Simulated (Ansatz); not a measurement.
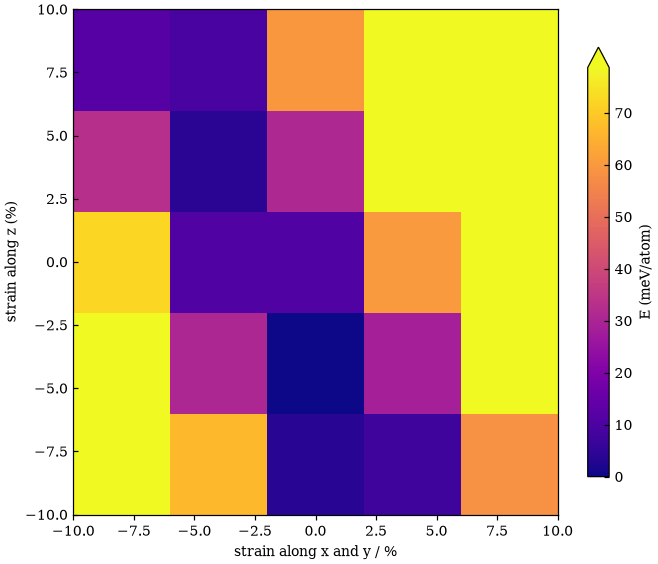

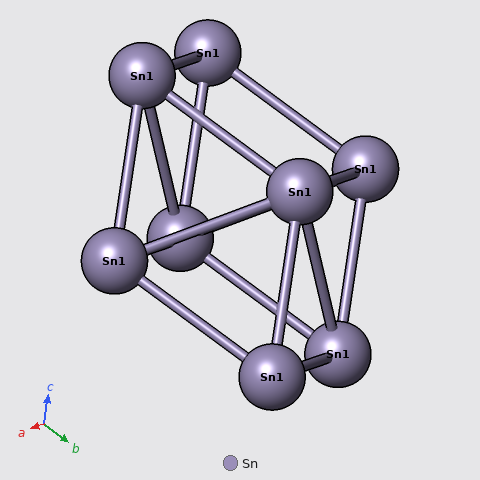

Energy landscape of Sn (Immm, No. 71; 1 atom in the cell). The cell is strained homogeneously, by one strain along x and y and another along z, with fractional coordinates fixed (x along [1 0 0], z along [0 0 1] of the conventional cell). Coordinates scanned: (1) strain along x and y; (2) strain along z. Grid: 5 × 5 points. Energies: meV/atom, counted from the lowest grid point. The reference cell is the one listed in the database, not relaxed at this level. The cutoff is low, so the map carries basis-set noise. The calculation used DFT r2SCAN, scalar-relativistic, plane waves, PAW (Ansatz). Settings: cutoff 300 eV, k-mesh 20×20×20, gaussian smearing 0.15 eV, no spin polarisation.

Drawn: one coloured cell a grid point, one colour for all values above the top of the scale. The second picture is the structure at the lowest point

Where are the lowest and the highest points?

The lowest grid point is at strain along x and y = 0 %, strain along z = −4 %. Other grid points that lie below all their neighbours: strain along x and y = −4 %, strain along z = 4 % (3.7 meV/atom higher). The highest grid point, strain along x and y = 8 %, strain along z = 8 %, lies 263 meV/atom above the lowest.
